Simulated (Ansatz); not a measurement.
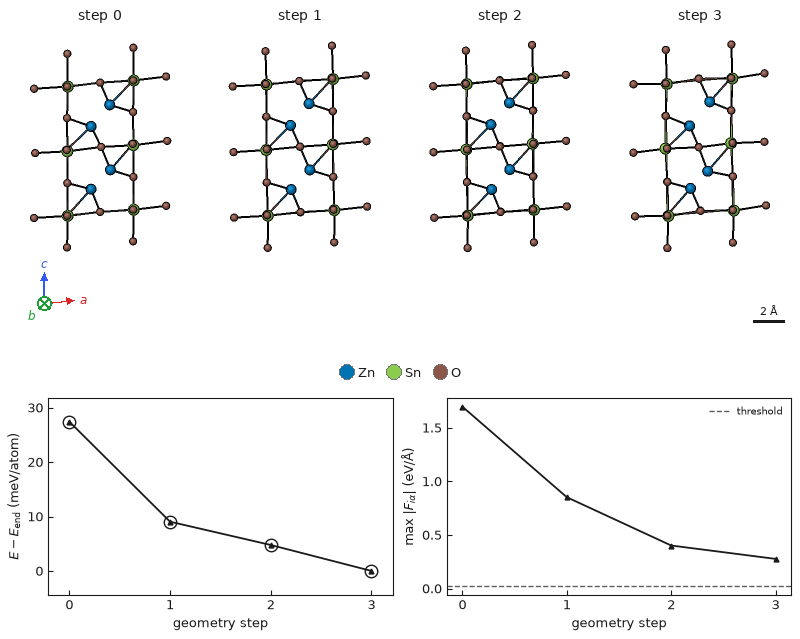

Frames of a relaxation of crystalline Zn2SnO3 (a generated structure, set up in P1) (coarse preliminary run), marked on the history of the run. Style: ball-and-stick. Shown: the cell of the calculation, along the b axis.

These are results of DFT PBE, scalar-relativistic, plane waves, PAW in Ansatz 0.2.0, not measurements.

Input
```yaml
crystal:
  lattice:
    - [-2.898599039, -1.7237374912, -2.6745630666]
    - [-0.0239496063, 3.2888313898, -2.5467502268]
    - [5.6331672287, -3.408080974, -5.1928351482]
  atoms:
    - { symbol: Zn, position: [0.3585553358, 0.3550690987, 0.6700526498] }
    - { symbol: Zn, position: [0.3575771569, 0.3546737634, 0.1847640451] }
    - { symbol: Zn, position: [0.6404373986, 0.6424774779, 0.8239689567] }
    - { symbol: Zn, position: [0.6516826024, 0.6587720757, 0.3209461741] }
    - { symbol: Sn, position: [1.00570287, 1.015363425, 0.9952630718] }
    - { symbol: Sn, position: [0.9993736168, 0.0106909027, 0.4946097575] }
    - { symbol: O, position: [0.9947868553, -0.0034482802, 0.7517518753] }
    - { symbol: O, position: [0.9985845012, -0.0107412371, 0.2490406172] }
    - { symbol: O, position: [0.4955189209, 0.0022804525, 0.0026147231] }
    - { symbol: O, position: [0.5115176766, -0.007728219, 0.5042673777] }
    - { symbol: O, position: [0.9894119581, 0.4825948204, 0.5057677527] }
    - { symbol: O, position: [-0.0031488927, 0.49999572, 0.9969529991] }
basis:
  ecutwfc: 420
kpoints:
  mp_grid: { grid: [6, 6, 4] }
hamiltonian:
  xc: pbe
scf:
  occupations: { method: gaussian, width: 0.2 }
  lower_state_search: "off"
output:
  forces: true
  stress: true
  eigenvalues: true
relax:
  adjacent_minimum: "off"
  f_tol: 0.025
  max_steps: 60
  cell: { stress_tol: 0.25 }
```

Command:
```bash
ansatz run input.yaml --threads 1 --pin off --max-ram 2560MiB --backend cpu --events-out ev --progress --plain --runs-dir out
```

Describe the path.

Answer. The run was cut off at its time limit before the relaxation converged, so the last structure is only a point on the way. After 3 geometry steps the energy has fallen by 27.4 meV per atom. The largest force component goes from 1.7 to 0.28 eV/Å. Pressure: 6.27 GPa at the start and −0.06 GPa at the end. Zn4 moves most relative to the cell: 0.21 Å along [−2 2 −1]. By element the largest moves are Zn 0.21 Å, O 0.12 Å, Sn 0.11 Å. Cell: a 4.304 → 4.269 Å (−0.8 %), b 4.160 → 4.279 Å (+2.9 %), c 8.385 → 8.570 Å (+2.2 %), α 86.9° → 86.4°, β 84.5° → 85.7°, γ 86.1° → 86.4°. Volume +4.4 %. Among the contacts that change: Zn4–O11 2.283 → 2.514 Å, Zn1–O7 2.269 → 2.489 Å, Zn3–O9 2.193 → 2.412 Å, Zn1–O10 2.136 → 2.343 Å. Bond angles that change, for instance: O8–Sn6–O10 97.6° → 89.3°, Zn2–O9–Sn5 99.4° → 105.2°, Zn1–O10–Zn4 174.8° → 168.9°. The space group stays P1 (No. 1). From step 0 to 1: O11 moves most (0.07 Å), volume +3.8 %, energy −18.4 meV per atom. From step 1 to 2: O11 moves most (0.03 Å), volume +0.3 %, energy −4.3 meV per atom. From step 2 to 3: Zn1 moves most (0.20 Å), volume +0.4 %, energy −4.8 meV per atom.

| step | E − E(0), meV/atom | largest force component, eV/Å | pressure, GPa | volume, Å³/atom |
| --- | --- | --- | --- | --- |
| 0 | 0.00 | 1.6963 | 6.27 | 12.411 |
| 1 | -18.38 | 0.8520 | 0.86 | 12.879 |
| 2 | -22.66 | 0.4015 | -0.31 | 12.912 |
| 3 | -27.43 | 0.2766 | -0.06 | 12.961 |
